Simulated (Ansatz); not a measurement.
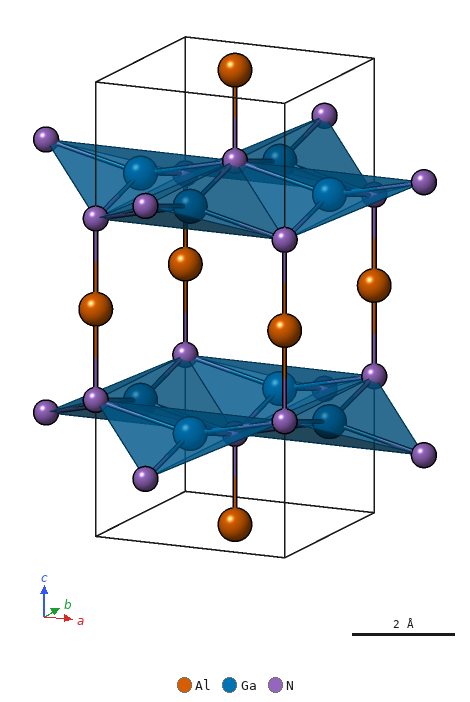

Figure 1. The structure as given in the input (polyhedral view of the cell 2 times as large as that of the calculation, set on its symmetry axes, seen at an oblique angle; polyhedra are completed across the faces of the cell). An atom can appear more than once, as a periodic image.

AlGa$_{2}$N$_{2}$: geometry relaxation (part 1 of 2)

The run: geometry relaxation of AlGa$_{2}$N$_{2}$ (I4/mmm, 5 atoms in the cell). Method and program: DFT PBE, scalar-relativistic, plane waves, PAW, no spin polarisation (Ansatz 0.2.0).

The structure was made by a generator, so it may or may not be a known phase.

**The input**
```yaml
crystal:
  lattice:
    - [-2.064344241, 2.064344241, 4.6207405458]
    - [2.064344241, -2.064344241, 4.6207405458]
    - [2.064344241, 2.064344241, -4.6207405458]
  atoms:
    - { symbol: Al, position: [0.5, 0.5, 0.0] }
    - { symbol: Ga, position: [0.75, 0.25, 0.5] }
    - { symbol: Ga, position: [0.25, 0.75, 0.5] }
    - { symbol: "N", position: [0.3003662594, 0.3003662594, 0.0] }
    - { symbol: "N", position: [0.6996337406, 0.6996337406, 0.0] }
basis:
  ecutwfc: 420
kpoints:
  mp_grid: { grid: [12, 12, 12] }
hamiltonian:
  xc: pbe
scf:
  occupations: { method: gaussian, width: 0.1 }
output:
  forces: true
  stress: true
  eigenvalues: true
  write_density: true
  write_potential: true
  elf: true
  volumetric_format: npy
relax:
  adjacent_minimum: "off"
  f_tol: 0.01
  max_steps: 80
  cell: { stress_tol: 0.05 }
```

Launch command:
```bash
ansatz run input.yaml --threads 1 --pin off --max-ram 2560MiB --backend cpu --events-out ev --progress --plain --runs-dir out
```

**The program's output**
```
Engine: ansatz 0.2.0, x86_64-unknown-linux-gnu
Pseudopotentials: kind: paw
Pseudopotential: Al, paw, valence charge 3, recommended cutoff 420 eV (normal), Al.paw.azcp
Pseudopotential: Ga, paw, valence charge 13, recommended cutoff 420 eV (normal), Ga.paw.azcp
Pseudopotential: N, paw, valence charge 5, recommended cutoff 420 eV (normal), N.paw.azcp
Functional definition: PBE
  parameter kappa = 0.804
  parameter beta = 0.06672455060314922
  exchange = pbe_x(kappa = kappa, mu = beta*pi^2/3)
  correlation = pbe_c(beta = beta)
Crystal: 5 atoms, lattice volume = 78.765 Å³
Basis set: ecut = 420 eV, 1555 PW (Γ), exchange–correlation on 80×80×80 points (8 copies of the dense FFT grid, shifted against one another)
Bands: 25, of which v1, the nominal top of the filled ones, is band 20 counted from 1 (19 counted from 0)
Symmetry: 16 space group operations
Space group: I4/mmm (ITA 139), of the structure as read, at distance tolerance 4.3e-5 Å
k-points: 163 of 1728
Non-local potential: Al, projectors of the file, l = 0: 2, l = 1: 2, l = 2: 1
Non-local potential: Ga, projectors of the file, l = 0: 2, l = 1: 2, l = 2: 3, l = 3: 1
Non-local potential: N, projectors of the file, l = 0: 2, l = 1: 2, l = 2: 1
PAW form: soft (Blöchl's): semilocal exchange-correlation on the pseudo side does not see the compensation charge
PAW one-centre angular grid: Al, 110 points (default); XC on 64 Gauss nodes
PAW one-centre angular grid: Ga, 590 points (default); XC on 64 Gauss nodes
PAW one-centre angular grid: N, 110 points (default); XC on 64 Gauss nodes
Initial density: superposition of atomic densities (neutral atoms: chi_scale 0, normalization atom), corrected by the library's trained network
Initial wavefunctions: pseudopotential atomic-orbital guess
Functional: x = pbe(κ = 0.804, μ = 0.2195149727645171), c = pbe(β = 0.06672455060314922)
SCF iter   1: F=—  HF=-8869.807907 eV  |F-HF|=—  |Δ(HF+E_count)|=         —  Δρ=7.06e-3  dr2=2.61e-2  ethr=1.77e-3  ⟨swp⟩=6.2  Hψ=17930  notcnv=0
preconditioner: auto → LDOS  [metal: Δε(μ)=0.020 eV  Ē_g=14.270 eV  σ=0.100 eV  W_gap=0.11  n_scr=14 (ndim 8)  ℏωp=26.1 eV  f_vac=0.038  D(μ)=1.59/eV (n_scr^D=10)  β→1.0]
SCF iter   2: F=—  HF=-8869.805955 eV  |F-HF|=—  |Δ(HF+E_count)|=   1.95e-3  Δρ=1.66e-3  dr2=2.17e-3  ethr=6.69e-5  ⟨swp⟩=2.0  Hψ=6708  notcnv=0  defer=17
SCF iter   3: F=—  HF=-8869.805914 eV  |F-HF|=—  |Δ(HF+E_count)|=   4.12e-5  Δρ=8.28e-4  dr2=8.19e-4  ethr=5.56e-6  ⟨swp⟩=2.0  Hψ=7087  notcnv=0  defer=17
SCF iter   4: F=—  HF=-8869.805731 eV  |F-HF|=—  |Δ(HF+E_count)|=   1.83e-4  Δρ=3.94e-4  dr2=9.79e-5  ethr=2.10e-6  ⟨swp⟩=2.0  Hψ=6970  notcnv=0  defer=18
SCF iter   5: F=—  HF=-8869.805630 eV  |F-HF|=—  |Δ(HF+E_count)|=   1.01e-4  Δρ=1.21e-4  dr2=1.23e-5  ethr=2.51e-7  ⟨swp⟩=2.0  Hψ=7111  notcnv=0  defer=18
SCF iter   6: F=—  HF=-8869.805627 eV  |F-HF|=—  |Δ(HF+E_count)|=   2.71e-6  Δρ=3.59e-5  dr2=1.37e-6  ethr=3.15e-8  ⟨swp⟩=2.0  Hψ=6803  notcnv=0  defer=18
SCF iter   7: F=-8869.805628 eV  HF=-8869.805628 eV  |F-HF|=1.10e-9  |Δ(HF+E_count)|=   2.89e-7  Δρ=8.79e-6  dr2=7.58e-8  ethr=2.56e-10  ⟨swp⟩=10.4  Hψ=30481  notcnv=0
SCF 1 converged in 7 iterations: F = -8869.805628 eV  dr2 = 7.58e-8
  greatest PAW one-centre occupation: 0.996 electrons in one spin orbital (limit 2), on the Ga atom at site 2 (counted from 0), in its partial waves of l = 2
relax step   1: F+E_penalty+E_count = -8869.80562760 eV  Δ(F+E_penalty+E_count) = +0.000e0 eV  max|allowed force component| = 1.021e-1 eV/Å  Δτ_max = 0.0000 Å  P = +0.425 GPa  Ω = 78.765 Å³  (7 SCF iters, dr2 threshold 1.00e-7 eV, accepted)
Crystal: 5 atoms, lattice volume = 79.055 Å³
Initial density: handed on by an earlier stage of this run
Initial wavefunctions: those handed on with the density
iter 1 solved again at ethr=8.83e-7 eV; its pass at ethr=3.10e-3 eV (dr2=3.44e-4 eV) is discarded
SCF iter   1: F=—  HF=-8869.806482 eV  |F-HF|=—  |Δ(HF+E_count)|=         —  Δρ=7.29e-4  dr2=3.45e-4  ethr=8.83e-7  ⟨swp⟩=2.3  Hψ=19976  notcnv=0
preconditioner: auto → LDOS  [metal: Δε(μ)=0.019 eV  Ē_g=14.294 eV  σ=0.100 eV  W_gap=0.11  n_scr=14 (ndim 8)  ℏωp=26.1 eV  f_vac=0.028  D(μ)=1.60/eV (n_scr^D=10)  β→1.0]
SCF iter   2: F=—  HF=-8869.806351 eV  |F-HF|=—  |Δ(HF+E_count)|=   1.31e-4  Δρ=2.80e-4  dr2=4.89e-5  ethr=8.83e-7  ⟨swp⟩=2.0  Hψ=7248  notcnv=0
SCF iter   3: F=—  HF=-8869.806339 eV  |F-HF|=—  |Δ(HF+E_count)|=   1.16e-5  Δρ=3.78e-5  dr2=7.48e-7  ethr=1.25e-7  ⟨swp⟩=2.0  Hψ=7169  notcnv=0
SCF iter   4: F=—  HF=-8869.806339 eV  |F-HF|=—  |Δ(HF+E_count)|=   5.43e-8  Δρ=2.59e-5  dr2=4.64e-7  ethr=1.28e-9  ⟨swp⟩=9.7  Hψ=34820  notcnv=0
SCF iter   5: F=-8869.806339 eV  HF=-8869.806339 eV  |F-HF|=3.80e-8  |Δ(HF+E_count)|=   3.43e-7  Δρ=6.83e-6  dr2=4.74e-8  ethr=1.19e-9  ⟨swp⟩=8.4  Hψ=27323  notcnv=0
SCF 2 converged in 5 iterations: F = -8869.806339 eV  dr2 = 4.74e-8
relax step   2: F+E_penalty+E_count = -8869.80633859 eV  Δ(F+E_penalty+E_count) = -7.110e-4 eV  max|allowed force component| = 8.316e-2 eV/Å  Δτ_max = 0.0042 Å  P = +0.241 GPa  Ω = 79.055 Å³  energy of the carried Pulay correction = -5.138e-4 eV  (5 SCF iters, dr2 threshold 5.00e-7 eV, accepted)
Crystal: 5 atoms, lattice volume = 79.623 Å³
iter 1 solved again at ethr=3.89e-6 eV; its pass at ethr=3.10e-3 eV (dr2=1.52e-3 eV) is discarded
SCF iter   1: F=—  HF=-8869.806992 eV  |F-HF|=—  |Δ(HF+E_count)|=         —  Δρ=1.66e-3  dr2=1.52e-3  ethr=3.89e-6  ⟨swp⟩=2.0  Hψ=20607  notcnv=0
preconditioner: auto → LDOS  [metal: Δε(μ)=0.014 eV  Ē_g=14.267 eV  σ=0.100 eV  W_gap=0.08  n_scr=14 (ndim 8)  ℏωp=26.0 eV  f_vac=0.029  D(μ)=1.60/eV (n_scr^D=10)  β→1.0]
SCF iter   2: F=—  HF=-8869.806749 eV  |F-HF|=—  |Δ(HF+E_count)|=   2.43e-4  Δρ=5.70e-4  dr2=2.40e-4  ethr=3.89e-6  ⟨swp⟩=2.0  Hψ=7164  notcnv=0
SCF iter   3: F=—  HF=-8869.806626 eV  |F-HF|=—  |Δ(HF+E_count)|=   1.22e-4  Δρ=8.11e-5  dr2=4.57e-6  ethr=6.16e-7  ⟨swp⟩=2.0  Hψ=5440  notcnv=0
SCF iter   4: F=—  HF=-8869.806627 eV  |F-HF|=—  |Δ(HF+E_count)|=   8.31e-7  Δρ=5.34e-5  dr2=2.08e-6  ethr=1.28e-9  ⟨swp⟩=10.5  Hψ=36866  notcnv=0
SCF iter   5: F=-8869.806626 eV  HF=-8869.806626 eV  |F-HF|=1.05e-7  |Δ(HF+E_count)|=   1.48e-6  Δρ=1.34e-5  dr2=1.95e-7  ethr=1.28e-9  ⟨swp⟩=6.8  Hψ=28254  notcnv=0
SCF 3 converged in 5 iterations: F = -8869.806626 eV  dr2 = 1.95e-7
relax step   3: F+E_penalty+E_count = -8869.80662558 eV  Δ(F+E_penalty+E_count) = -2.870e-4 eV  max|allowed force component| = 2.134e-3 eV/Å  Δτ_max = 0.0121 Å  P = +0.042 GPa  Ω = 79.623 Å³  energy of the carried Pulay correction = -1.516e-3 eV  (5 SCF iters, dr2 threshold 5.00e-7 eV, accepted)
Initial wavefunctions: pseudopotential atomic-orbital guess (no wavefunctions were taken with the density)
iter 1 solved again at ethr=1.46e-7 eV; its pass at ethr=3.10e-3 eV (dr2=5.69e-5 eV) is discarded
SCF iter   1: F=—  HF=-8869.807802 eV  |F-HF|=—  |Δ(HF+E_count)|=         —  Δρ=2.00e-4  dr2=1.30e-6  ethr=1.46e-7  ⟨swp⟩=3.0  Hψ=29322  notcnv=0
preconditioner: auto → LDOS  [metal: Δε(μ)=0.013 eV  Ē_g=14.264 eV  σ=0.100 eV  W_gap=0.07  n_scr=14 (ndim 8)  ℏωp=26.0 eV  f_vac=0.028  D(μ)=1.61/eV (n_scr^D=10)  β→1.0]
SCF iter   2: F=—  HF=-8869.808188 eV  |F-HF|=—  |Δ(HF+E_count)|=   3.87e-4  Δρ=2.84e-5  dr2=4.53e-7  ethr=3.34e-9  ⟨swp⟩=2.0  Hψ=7288  notcnv=0
SCF iter   3: F=—  HF=-8869.808187 eV  |F-HF|=—  |Δ(HF+E_count)|=   1.08e-6  Δρ=1.39e-5  dr2=7.23e-8  ethr=1.16e-9  ⟨swp⟩=2.0  Hψ=7263  notcnv=0
SCF iter   4: F=—  HF=-8869.808188 eV  |F-HF|=—  |Δ(HF+E_count)|=   7.18e-7  Δρ=3.20e-6  dr2=5.27e-9  ethr=1.85e-10  ⟨swp⟩=2.0  Hψ=7092  notcnv=0
SCF iter   5: F=—  HF=-8869.808188 eV  |F-HF|=—  |Δ(HF+E_count)|=   5.78e-8  Δρ=9.02e-7  dr2=7.00e-10  ethr=1.35e-11  ⟨swp⟩=2.0  Hψ=6880  notcnv=0
SCF iter   6: F=-8869.808188 eV  HF=-8869.808188 eV  |F-HF|=2.18e-11  |Δ(HF+E_count)|=   2.40e-9  Δρ=1.58e-7  dr2=2.62e-11  ethr=1.00e-12  ⟨swp⟩=4.2  Hψ=21439  notcnv=0
SCF 4 converged in 6 iterations: F = -8869.808188 eV  dr2 = 2.62e-11
relax step   4: F+E_penalty+E_count = -8869.80818810 eV  Δ(F+E_penalty+E_count) = -1.563e-3 eV  max|allowed force component| = 2.395e-3 eV/Å  Δτ_max = 0.0000 Å  P = +0.069 GPa  Ω = 79.623 Å³  stress off target by 7.93e-2 GPa  SCF on the basis re-selected at this cell (its energy is not comparable with the rows above)  (6 SCF iters)
basis re-selected at this cell: Δ(F+E_penalty+E_count) = -1.563e-3 eV, ΔP = +0.026 GPa vs the last step (what re-selecting the basis moved, of the pressure what is left beyond the Pulay correction that the steps carried, after the strain that the cell walked since its last selection, with what the two solves' SCF thresholds leave and, on support functions, any second-order correction that the steps lacked; it is no measure of the basis error at this ecutwfc). This SCF's stress stands 7.93e-2 GPa from its target on what of the cell is left free (relax.cell.stress_tol is 5.00e-2 GPa) and its largest allowed force component is 2.40e-3 eV/Å (relax.f_tol is 1.00e-2 eV/Å): not within both, so this SCF does not close the relaxation
Crystal: 5 atoms, lattice volume = 79.731 Å³
iter 1 solved again at ethr=1.14e-7 eV; its pass at ethr=3.10e-3 eV (dr2=4.44e-5 eV) is discarded
SCF iter   1: F=—  HF=-8869.808090 eV  |F-HF|=—  |Δ(HF+E_count)|=         —  Δρ=2.40e-4  dr2=4.47e-5  ethr=1.14e-7  ⟨swp⟩=2.1  Hψ=20076  notcnv=0
preconditioner: auto → LDOS  [metal: Δε(μ)=0.014 eV  Ē_g=14.257 eV  σ=0.100 eV  W_gap=0.08  n_scr=14 (ndim 8)  ℏωp=26.0 eV  f_vac=0.029  D(μ)=1.61/eV (n_scr^D=10)  β→1.0]
SCF iter   2: F=—  HF=-8869.808017 eV  |F-HF|=—  |Δ(HF+E_count)|=   7.28e-5  Δρ=9.94e-5  dr2=5.71e-6  ethr=1.14e-7  ⟨swp⟩=2.0  Hψ=7251  notcnv=0
SCF iter   3: F=—  HF=-8869.808014 eV  |F-HF|=—  |Δ(HF+E_count)|=   3.00e-6  Δρ=1.27e-5  dr2=7.69e-8  ethr=1.46e-8  ⟨swp⟩=2.0  Hψ=7239  notcnv=0
SCF iter   4: F=—  HF=-8869.808014 eV  |F-HF|=—  |Δ(HF+E_count)|=   1.71e-8  Δρ=7.35e-6  dr2=3.43e-8  ethr=4.03e-11  ⟨swp⟩=8.0  Hψ=26160  notcnv=0
SCF iter   5: F=-8869.808014 eV  HF=-8869.808014 eV  |F-HF|=8.82e-10  |Δ(HF+E_count)|=   2.57e-8  Δρ=1.77e-6  dr2=2.54e-9  ethr=4.03e-11  ⟨swp⟩=7.2  Hψ=23568  notcnv=0
SCF 5 converged in 5 iterations: F = -8869.808014 eV  dr2 = 2.54e-9
relax step   5: F+E_penalty+E_count = -8869.80801429 eV  Δ(F+E_penalty+E_count) = +1.738e-4 eV  max|allowed force component| = 3.634e-3 eV/Å  Δτ_max = 0.0009 Å  P = -0.019 GPa  Ω = 79.731 Å³  energy of the carried Pulay correction = -1.924e-4 eV  (5 SCF iters, dr2 threshold 1.57e-8 eV, accepted)
iter 1 solved again at ethr=1.29e-7 eV; its pass at ethr=3.10e-3 eV (dr2=5.03e-5 eV) is discarded
SCF iter   1: F=—  HF=-8869.808296 eV  |F-HF|=—  |Δ(HF+E_count)|=         —  Δρ=7.28e-6  dr2=1.29e-8  ethr=1.29e-7  ⟨swp⟩=3.1  Hψ=29414  notcnv=0
eigensolver tolerance schedule: the retry pair's looser diagonalisation over-reported the residual by 3890.80 of it (diagonalisation noise at 0.19 of the residual, at the tolerance the schedule requests for it); recorded, not acted on — ethr = c·dr2/N_el stays at c = 1.0e-1
preconditioner: auto → LDOS  [metal: Δε(μ)=0.013 eV  Ē_g=14.257 eV  σ=0.100 eV  W_gap=0.07  n_scr=14 (ndim 8)  ℏωp=26.0 eV  f_vac=0.029  D(μ)=1.61/eV (n_scr^D=10)  β→1.0]
SCF iter   2: F=—  HF=-8869.808230 eV  |F-HF|=—  |Δ(HF+E_count)|=   6.54e-5  Δρ=3.21e-6  dr2=6.54e-9  ethr=3.31e-11  ⟨swp⟩=3.0  Hψ=8216  notcnv=0
SCF iter   3: F=—  HF=-8869.808230 eV  |F-HF|=—  |Δ(HF+E_count)|=  8.97e-10  Δρ=7.81e-7  dr2=2.26e-10  ethr=1.68e-11  ⟨swp⟩=2.0  Hψ=5192  notcnv=0
SCF iter   4: F=-8869.808230 eV  HF=-8869.808230 eV  |F-HF|=1.82e-11  |Δ(HF+E_count)|=  1.73e-10  Δρ=2.45e-7  dr2=3.06e-11  ethr=1.00e-12  ⟨swp⟩=6.8  Hψ=20668  notcnv=0
SCF 6 converged in 4 iterations: F = -8869.808230 eV  dr2 = 3.06e-11
relax step   6: F+E_penalty+E_count = -8869.80823016 eV  Δ(F+E_penalty+E_count) = -2.159e-4 eV  max|allowed force component| = 3.598e-3 eV/Å  Δτ_max = 0.0000 Å  P = -0.017 GPa  Ω = 79.731 Å³  stress off target by 1.90e-2 GPa  SCF on the basis re-selected at this cell (its energy is not comparable with the rows above)  (4 SCF iters)
```

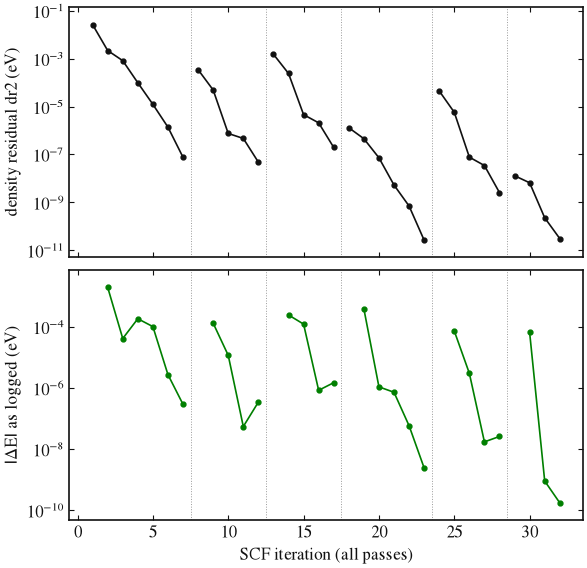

Figure 2. Convergence of the self-consistent field: density residual dr2 and size of the energy change against the SCF iteration. The dotted lines part the SCF passes of the relaxation: geometry steps, rejected trials and re-solves on a re-selected basis. The 6 passes take 4 to 7 iterations each, 32 in all.

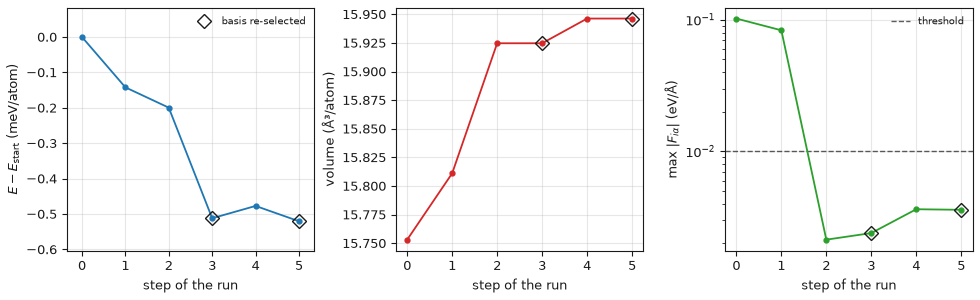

Figure 3. Progress of the relaxation, step by step (the first geometry is step 0 here and step 1 in the log).
